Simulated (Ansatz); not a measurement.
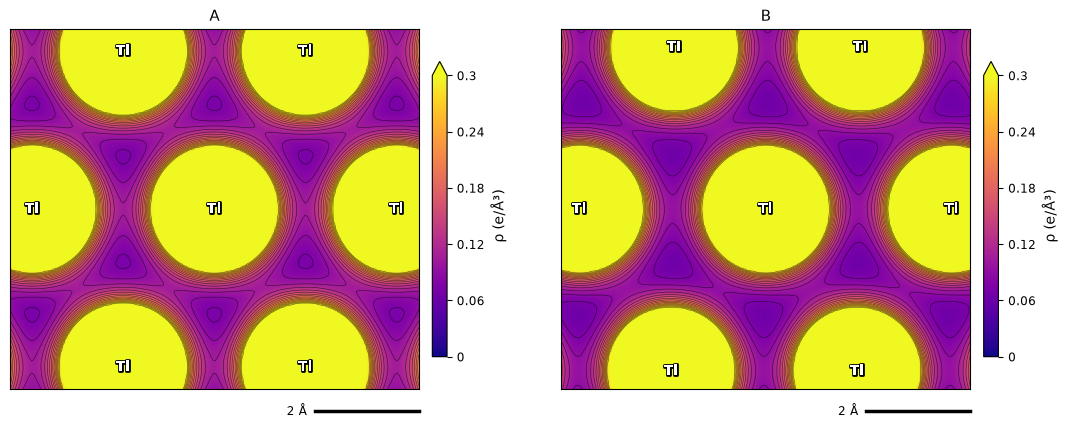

Tl. The valence pseudo-density of two cells that differ in size and shape, on the (100) plane of each (indices in the axes of the calculation cell), at one length scale and on one colour scale; one has 30.3 and the other 32.3 Å³ an atom.

Computed with Ansatz 0.2.0, DFT PBEsol, scalar-relativistic, plane waves, PAW.

In a PAW calculation such maps are meaningful between the atoms, not at the nuclei.

The larger cell:

```
Tl
1.0
     0.01028    2.53552    2.52790
     2.52832    0.01840    2.51979
     2.54270    2.54179    0.00402
Tl
1
Direct
  0.00000 0.00000 0.00000
```

The smaller cell: a = 3.497 Å, b = 3.497 Å, c = 3.497 Å, α = 60.00°, β = 60.00°, γ = 60.00°.

Which is the denser cell? Describe the effect of the change.

Panel A is the smaller cell, by 6 % in volume. From the larger cell to the smaller, Tl–Tl goes from 3.56 to 3.50 Å, and the density at its midpoint from 0.1 to 0.11 e/Å³; the pressure goes from −3.4 to −2.0 GPa.
